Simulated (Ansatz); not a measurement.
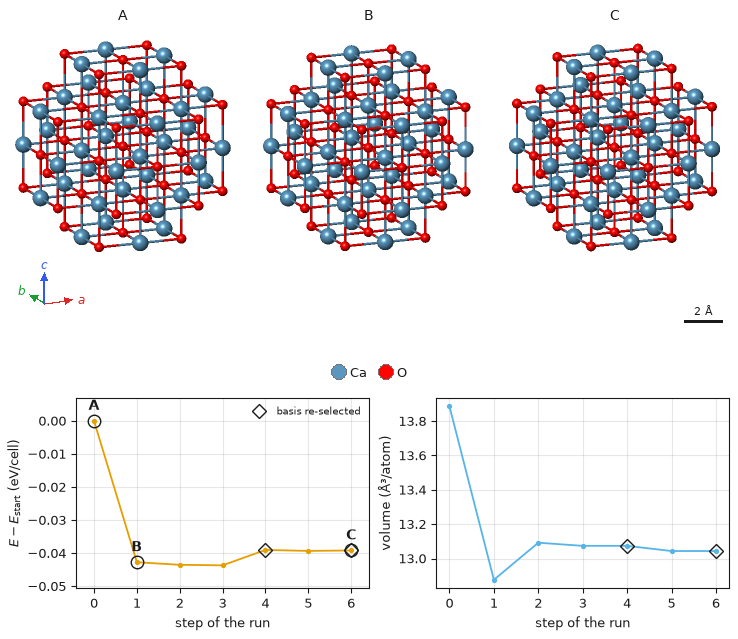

Frames of a relaxation of a crystal of CaO (set up in Fm-3m), marked on the history of the run. The picture is a ball-and-stick view of the conventional cell (4 times the calculation's cell), seen slightly off an axis. Lengths and directions refer to the drawn axes.

The run lets cell and atoms move.

All numbers below come from Kohn-Sham DFT of a periodic cell, LDA, Ansatz PAW (Ansatz).

Input
```yaml
crystal:
  lattice:
    - [0.0, 2.403555696, 2.403555696]
    - [2.403555696, 0.0, 2.403555696]
    - [2.403555696, 2.403555696, 0.0]
  atoms:
    - { symbol: Ca, position: [0.0, 0.0, 0.0] }
    - { symbol: O, position: [0.5, 0.5, 0.5] }
hamiltonian:
  xc: lda
  pseudopotentials: { kind: paw }
kpoints:
  mp_grid: { grid: [10, 10, 10] }
scf:
  occupations: { method: fermi_dirac, width: 0.05 }
output:
  forces: true
  stress: true
relax:
  f_tol: 0.01
  max_steps: 40
  cell: { stress_tol: 0.05 }
```

Command:
```bash
ansatz run input.yaml --threads 2 --pin off --max-ram 5632MiB --backend cpu --events-out ev --progress --plain --runs-dir out
```

Q: What happens along the run?

A: Over 4 accepted moves (6 points after the start) the energy falls by 39.2 meV per cell of the calculation. All forces vanish by symmetry, so only the cell relaxes. Pressure: −7.03 GPa at the start and −0.01 GPa at the end. At 2 points the geometry stayed and the basis and grid were re-selected for the new cell (energy shift of 4.7 meV per cell of the calculation at most each time). The atoms keep their places relative to the cell (all moves are under 0.005 Å). The volume changes by −6.1 %, with a = b = c 4.807 → 4.708 Å (−2.1 %). Near-neighbour distances that change, for instance: Ca–Ca 3.399 → 3.329 Å, Ca–O 2.404 → 2.354 Å. The space group stays Fm-3m (No. 225). From step 0 to 1: volume −7.3 %, energy −42.7 meV per cell of the calculation. From step 1 to 6: volume +1.3 %, energy +3.6 meV per cell of the calculation.

| step | E − E(0), meV/atom | pressure, GPa | volume, Å³/atom | note |
| --- | --- | --- | --- | --- |
| 0 | 0.00 | -7.03 | 13.886 |  |
| 1 | -21.37 | 2.06 | 12.876 |  |
| 2 | -21.76 | -0.19 | 13.092 |  |
| 3 | -21.84 | 0.00 | 13.074 |  |
| 4 | -19.51 | -0.30 | 13.074 | same geometry, new basis |
| 5 | -19.66 | 0.00 | 13.043 |  |
| 6 | -19.59 | -0.01 | 13.043 | same geometry, new basis |
